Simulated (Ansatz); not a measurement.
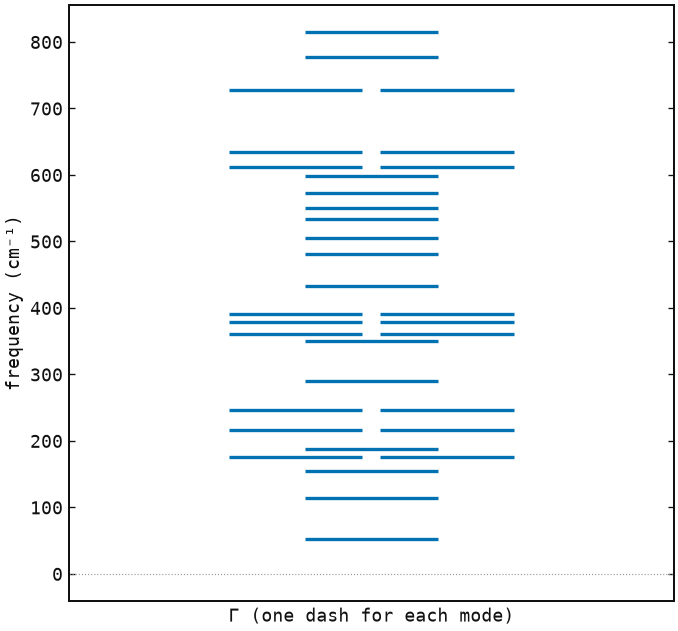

Plotted: zone-centre optical phonon frequencies (the three acoustic modes are left out) for AlO₂, space group Pnma (No. 62).

Starting cell:
```xyz
12
Lattice="9.2644 0.0000 0.0000 0.0000 2.8814 0.0000 0.0000 0.0000 4.7841" Properties=species:S:1:pos:R:3 pbc="T T T"
Al    1.4938    0.7203    4.5674
Al    7.7706    2.1610    0.2167
Al    3.1384    2.1610    2.1753
Al    6.1260    0.7203    2.6088
O     7.1645    0.7203    1.1385
O     2.0999    2.1610    3.6456
O     6.7321    2.1610    3.5305
O     2.5323    0.7203    1.2535
O     8.9411    0.7203    4.0479
O     0.3234    2.1610    0.7362
O     4.9556    2.1610    1.6558
O     4.3089    0.7203    3.1283
```

Computed with Ansatz 0.2.0: harmonic phonon frequencies at the zone centre with atoms at rest in the given cell, without the long-range term of polar modes, the three translations left out, imaginary frequencies are negative; plane waves with PAW datasets, Γ-centred k mesh. Level: PBEsol, collinear spin. The state reached is ferromagnetic.

wave cutoff 420 eV; k mesh 4×12×8; occupations Gaussian; smearing width 0.2 eV; pressure 0 GPa; phonon method linear response.

What do the frequencies say about stability?

Answer. No frequency is imaginary, so the structure is stable to these displacements (zone-boundary modes weren't tested here).

What is the highest frequency?

Answer. The highest mode lies at 814.9 cm⁻¹.

Keep in mind: metal sensitive to the k mesh.
